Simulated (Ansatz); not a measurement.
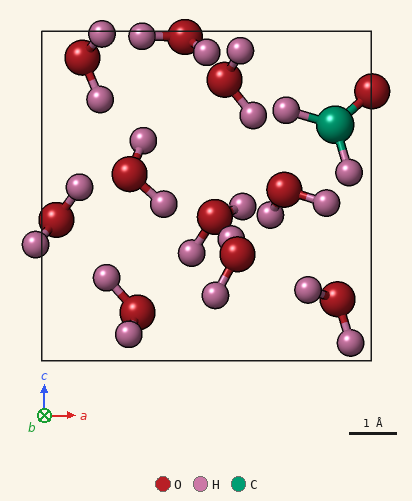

Starting frame of a dynamics run of a periodic cell with 10 H2O + 1 H2CO at 0.967 g/cm³. Style: ball-and-stick. Shown: the simulation cell, along the b axis.

These are results of DFT PBE, scalar-relativistic, plane waves, PAW in Ansatz, not measurements.

Input
```yaml
crystal:
  lattice:
    - [7.120367, 0.0, 0.0]
    - [0.0, 7.120367, 0.0]
    - [0.0, 0.0, 7.120367]
  atoms:
    - { symbol: O, position: [0.43048568, 0.52095138, 0.97911089] }
    - { symbol: H, position: [0.49644304, 0.40647708, 0.93246031] }
    - { symbol: H, position: [0.30031862, 0.47098208, 0.98123121] }
    - { symbol: O, position: [0.73201542, 0.22403447, 0.51537057] }
    - { symbol: H, position: [0.68972029, 0.33243671, 0.43869882] }
    - { symbol: H, position: [0.85976462, 0.19154388, 0.47489859] }
    - { symbol: O, position: [0.11929748, 0.29855733, 0.91626718] }
    - { symbol: H, position: [0.17294238, 0.28270693, 0.78916105] }
    - { symbol: H, position: [0.17861516, 0.19439999, 0.98839879] }
    - { symbol: O, position: [0.52114339, 0.89317862, 0.43285947] }
    - { symbol: H, position: [0.6054592, 0.99821694, 0.46448674] }
    - { symbol: H, position: [0.45072088, 0.94080234, 0.32308074] }
    - { symbol: O, position: [0.28645721, 1.01557221, 0.14261063] }
    - { symbol: H, position: [0.26006424, 0.89890863, 0.07655004] }
    - { symbol: H, position: [0.19260249, 1.01840679, 0.24823303] }
    - { symbol: O, position: [0.89346297, 0.75775195, 0.18305544] }
    - { symbol: H, position: [0.93306159, 0.7409364, 0.0504087] }
    - { symbol: H, position: [0.80410517, 0.65557425, 0.21136109] }
    - { symbol: O, position: [1.04028491, 0.99506534, 0.423925] }
    - { symbol: H, position: [0.97702798, 0.89292548, 0.34895054] }
    - { symbol: H, position: [1.11036246, 0.93180034, 0.52299809] }
    - { symbol: O, position: [0.55063078, 0.18486679, 0.84917317] }
    - { symbol: H, position: [0.63752836, 0.18743136, 0.74068608] }
    - { symbol: H, position: [0.59870923, 0.09220715, 0.93721461] }
    - { symbol: O, position: [0.58985726, 0.53793518, 0.31938072] }
    - { symbol: H, position: [0.52290816, 0.53201347, 0.19471344] }
    - { symbol: H, position: [0.57098774, 0.66999209, 0.36568965] }
    - { symbol: O, position: [0.26250663, 0.46596715, 0.56266638] }
    - { symbol: H, position: [0.30410794, 0.54965778, 0.66421725] }
    - { symbol: H, position: [0.36616573, 0.47412588, 0.47169258] }
    - { symbol: O, position: [0.99877605, 0.7242783, 0.8141578] }
    - { symbol: C, position: [0.88614714, 0.6478946, 0.71273501] }
    - { symbol: H, position: [0.92845823, 0.61011283, 0.56759786] }
    - { symbol: H, position: [0.73774647, 0.62690957, 0.75662297] }
basis:
  ecutwfc: 420.0
kpoints:
  mp_grid: { grid: [1, 1, 1] }
hamiltonian:
  xc: pbe
scf:
  occupations: { method: fermi_dirac, width: 0.05 }
  lower_state_search: "off"
md:
  timestep: 0.5
  n_steps: 300
  ensemble: nvt_langevin
  temperature: 400.0
  initial_velocities: maxwell_boltzmann
  seed: 137305
  friction: 0.02
```

Launched with:
```bash
ansatz run input.yaml --threads 1 --pin off --max-ram 3072MiB --backend cpu --events-out ev --progress --plain --runs-dir out
```

**Predict how the run goes.**

The mean temperature in the second half is 337 K (standard deviation 43 K). The potential energy in the second half lies on average 37.3 meV per atom above the first frame. Root-mean-square distances from the starting positions over the second half, with the common drift of all atoms taken out: H 0.47 Å, C 0.41 Å, O 0.29 Å. The heavy atoms stay within a fraction of a molecule's size of their starting places; so short a run doesn't tell a liquid from a solid.

Along the run (each row but the first and the last is the mean over the interval that it begins):

```csv
time (fs),potential energy (meV/atom),T (K)
0.0,0.0,388
18.5,31.6,331
37.0,36.9,305
55.5,37.9,313
74.0,35.9,334
92.5,40.2,331
111.0,39.3,299
129.5,34.3,374
148.0,37.9,376
```

The paths of the atoms:

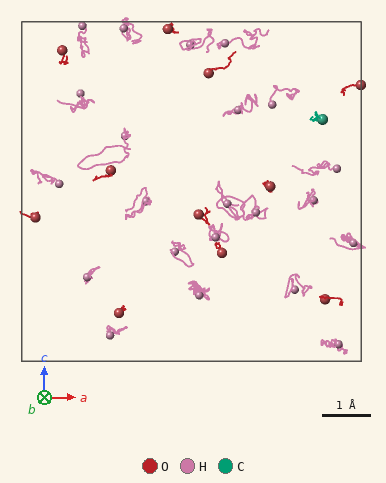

Limits of the set-up: the periodic images lie only 7.1 Å apart, so the values are limited by the cell's size.
